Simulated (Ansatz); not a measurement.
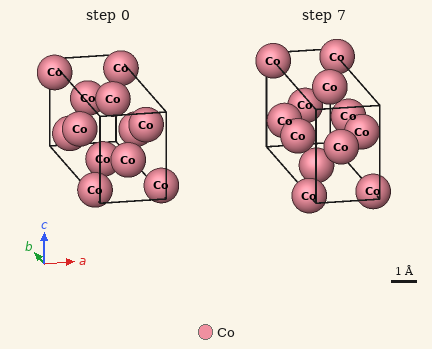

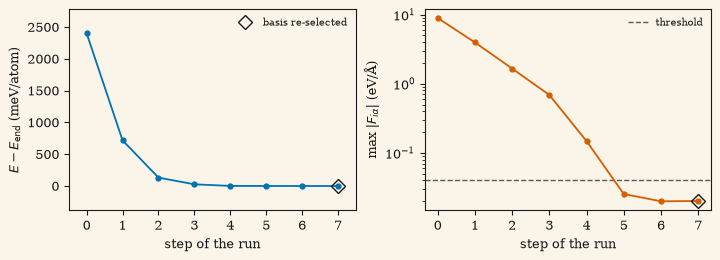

First and last geometry of a relaxation of crystalline Co (built on the black phosphorus_64 type) (coarse preliminary run), with the history of the run. The picture is a spheres-only view of the conventional cell (2 times the calculation's cell), seen slightly off an axis. Lengths and directions refer to the drawn axes.

Case: black phosphorus type (Cmce, No. 64).

These are results of DFT r2SCAN, scalar-relativistic, plane waves, PAW (Ansatz 0.2.0), not measurements.

Input file:
```yaml
crystal:
  lattice:
    - [1.3926417893, -4.4177458573, 0.0]
    - [1.3926417893, 4.4177458573, 0.0]
    - [0.0, 0.0, 3.6856622581]
  atoms:
    - { symbol: Co, position: [0.098, 0.902, 0.91], spin: 1.7 }
    - { symbol: Co, position: [0.598, 0.402, 0.59], spin: 1.7 }
    - { symbol: Co, position: [0.902, 0.098, 0.09], spin: 1.7 }
    - { symbol: Co, position: [0.402, 0.598, 0.41], spin: 1.7 }
basis:
  ecutwfc: 500
kpoints:
  mp_grid: { grid: [6, 6, 6] }
hamiltonian:
  xc: r2scan
scf:
  occupations: { method: gaussian, width: 0.1 }
  lower_state_search: "off"
output:
  forces: true
  stress: true
  eigenvalues: true
  populations: true
magnetization:
  spin_polarized: true
relax:
  adjacent_minimum: "off"
  f_tol: 0.04
  max_steps: 70
  cell: { stress_tol: 0.4 }
```

**Did the run converge, and what did it change?**

It converged. The largest moves relative to the cell, 0.48 Å, are those of Co1, Co2, Co3 and Co4. Co3 goes along [0 1 −2]. The drawn cell changes as follows: a 2.785 → 2.683 Å (−3.7 %), b 8.835 → 8.696 Å (−1.6 %), c 3.686 → 3.976 Å (+7.9 %); the volume changes by +2.3 %. Some distances before and after: Co1–Co3 3.097 → 2.403 Å, Co1–Co2 1.825 → 2.397 Å, Co1–Co3 (another image) 1.854 → 2.354 Å, Co1–Co2 (another image) 2.867 → 2.400 Å. New bonds form: Co1–Co3 (3.10 → 2.40 Å), Co2–Co4 (3.10 → 2.40 Å). Bond angles that change, for instance: Co2–Co1–Co2 99.5° → 68.1°, Co2–Co1–Co3 103.4° → 90.0°. The space group (tolerance 0.01 Å) goes from Cmce (No. 64) to Fmmm (No. 69). The energy falls by 2402 meV per atom in 6 accepted moves (7 points after the start). Largest force component: 8.9 eV/Å at the start, 0.02 eV/Å at the end. The pressure goes from 96.83 to −0.21 GPa. The SCF was repeated once at an unchanged geometry on a basis and grid sized afresh for the cell, which shifted the energy by 0.6 meV per atom at most. The run took roughly 4 core-minutes on a shared host.
